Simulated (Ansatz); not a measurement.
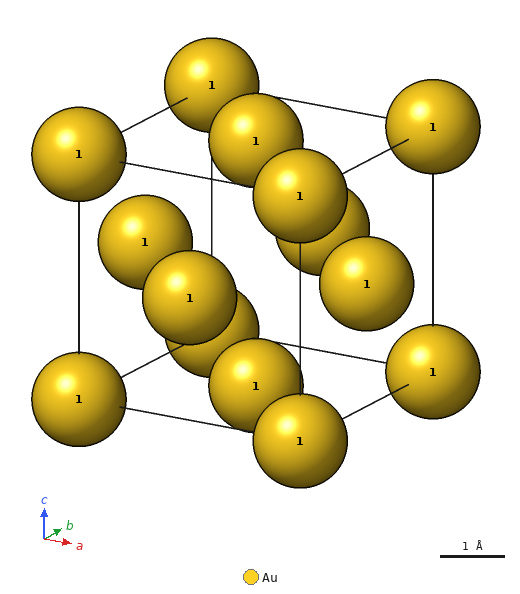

The starting point is a symmetric starting cell of Au. The picture is a spheres-only view of the conventional cell (4 times the calculation's cell), seen from a free direction. Lengths and directions refer to the drawn axes.

Method: DFT LDA, scalar-relativistic, plane waves, PAW (Ansatz 0.2.0). (plane-wave cutoff 420 eV; k-point mesh 18 × 18 × 18; occupations gaussian; smearing width 0.1 eV; no spin polarisation)

Change: All lengths are scaled by +2.3 % (volume +6.9 %), the atoms keeping their fractional coordinates. No relaxation follows. The starting cell wasn't computed here and needn't be at equilibrium, so pressure and forces aren't due to the change alone.

Predict the response.

The pressure is −14.5 GPa (not all of it need come from the change, since the unchanged cell can be under pressure at this level too). All forces vanish by symmetry. Some distances before and after: Au–Au 2.893 → 2.958 Å. The space group stays Fm-3m (No. 225).

Drawn alike, the variant:

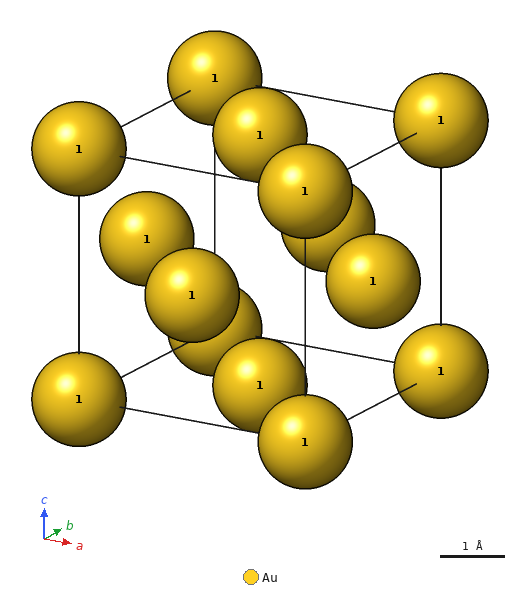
